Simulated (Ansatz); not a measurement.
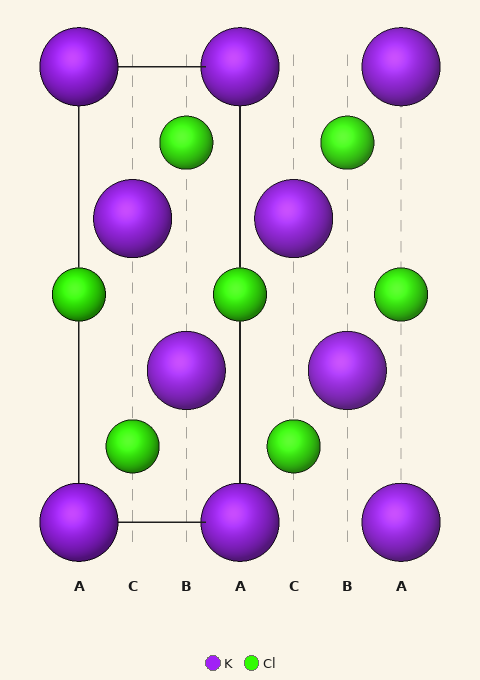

The picture looks along a close-packed row of the hexagonal mesh; [111] points upwards. The dashed lines mark the three columns A (0, 0), B (1/3, 2/3) and C (2/3, 1/3). The box is the hexagonal cell of the face-centred cubic lattice. The sequence starts with the first layer at or above the cell's origin.

The compound is KCl, taken as the geometry relaxed with DFT PBE, scalar-relativistic, plane waves, PAW (Ansatz 0.2.0).

Q: Give the sequence of layers in one repeat, with element and column.

A: K(A) – Cl(C) – K(B) – Cl(A) – K(C) – Cl(B) (six layers in 11.05 Å).

Q: How are the Cl layers alone stacked?

A: Cl layers alone: CAB, the cubic close-packed type.

Q: Which positions between or in the Cl layers do the other atoms fill?

A: K: three octahedral sites in each hexagonal cell.
